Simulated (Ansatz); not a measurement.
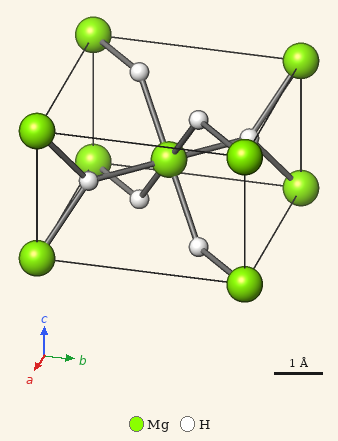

Phonons of crystalline MgH2 (a generated structure), at the zone centre. The picture is a ball-and-stick view of the cell of the calculation, seen from a free direction.

Theory: DFT PBE, scalar-relativistic, plane waves, PAW (Ansatz). Set-up: plane-wave cutoff 420 eV; k-point mesh 6 × 6 × 8; occupations fixed; no spin polarisation.

Frequencies are those without the non-analytic (LO–TO) term.

### Which optical modes does it have, at what frequencies, and is it stable there?

The calculation's cell holds 6 atoms, so there are 15 optical modes, in 11 levels. The optical modes span 2B₁u + B₁g + 3E_u + A₂g + A₂u + E_g + A₁g + B₂g. No level is unstable.

```csv
level,symmetry,frequency (cm⁻¹),activity
1,B₁u,183,silent
2,B₁g,290,Raman-active
3,E_u,297,infrared-active
4,E_u,519,infrared-active
5,A₂g,784,silent
6,A₂u,850,infrared-active
7,E_g,963,Raman-active
8,B₁u,1107,silent
9,E_u,1175,infrared-active
10,A₁g,1275,Raman-active
11,B₂g,1464,Raman-active
```

The modes drawn as arrows, 6 of the levels:

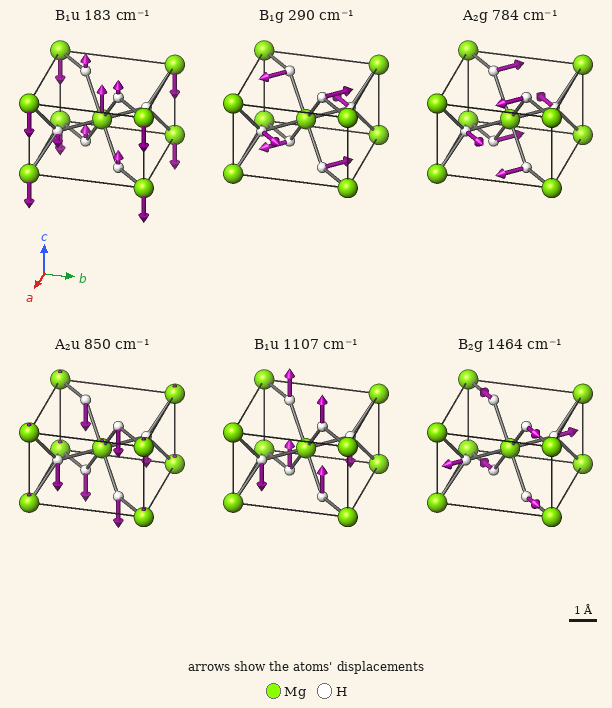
